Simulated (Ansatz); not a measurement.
TiSi2 (slab)

The calculation's input:

```
crystal:
  lattice:
    - [4.7035829077, 0.0, 0.0]
    - [-2.3206826651, 4.0912252611, 0.0]
    - [0.0, 0.0, 21.2307305546]
  atoms:
    - { symbol: Ti, position: [0.0, 0.0, 0.4003630482] }
    - { symbol: Si, position: [0.3365450033, 0.6634549967, 0.4003630482] }
    - { symbol: Si, position: [0.6634549967, 0.3365450033, 0.4003630482] }
    - { symbol: Ti, position: [0.0, 0.5, 0.5] }
    - { symbol: Si, position: [0.6634549967, 0.8365450033, 0.5] }
    - { symbol: Si, position: [0.3365450033, 0.1634549967, 0.5] }
    - { symbol: Ti, position: [0.5, 0.5, 0.5996369518] }
    - { symbol: Si, position: [0.8365450033, 0.1634549967, 0.5996369518] }
    - { symbol: Si, position: [0.1634549967, 0.8365450033, 0.5996369518] }
basis:
  ecutwfc: 420
kpoints:
  mp_grid: { grid: [7, 7, 1] }
hamiltonian:
  xc: pbe
  dispersion: d3bj
scf:
  occupations: { method: gaussian, width: 0.1 }
output:
  forces: true
  eigenvalues: true
  write_density: true
  write_potential: true
  elf: true
  volumetric_format: npy
relax:
  adjacent_minimum: "off"
  f_tol: 0.03
  max_steps: 70
  constraints: [{ sites: [0, 1, 2] }]
efield:
  axis: 3
  dipole_correction: true
  ramp_width: 0.04
```

Run with:

```sh
ansatz run input.yaml --threads 1 --pin off --max-ram 2560MiB --backend cpu --events-out ev --progress --plain --runs-dir out
```

The fields are those of the run's last geometry, not of the input's.

Computed without spin polarisation.

These are results of DFT PBE+D3(BJ), scalar-relativistic, plane waves, PAW in Ansatz, not measurements.

> What will maps of the valence pseudo-density and electron localisation function show?

Si–Si (2.63 Å): the density is about 0.32 e/Å³ at the midpoint; the ELF peaks at about 0.65 between the atoms.
Si–Si (2.63 Å): the density is about 0.32 e/Å³ at the midpoint; the ELF peaks at about 0.65 between the atoms.

> Metal or insulator at this level of theory?

It is metallic or semimetallic at this level of theory: no gap opens.

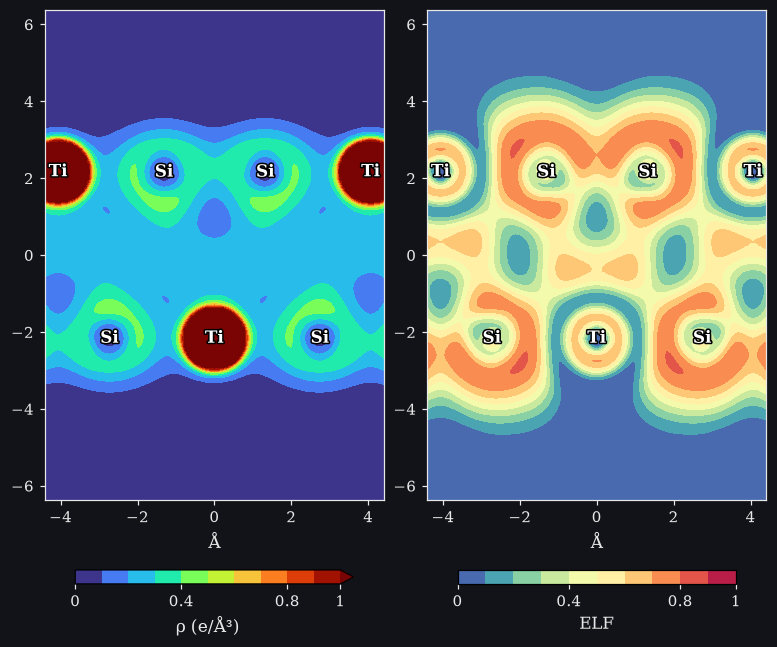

Computed valence pseudo-density and electron localisation function on the (110) plane of the calculation cell, a cut from vacuum to vacuum, in this order. 

In a PAW calculation such maps are meaningful between the atoms, not at the nuclei.
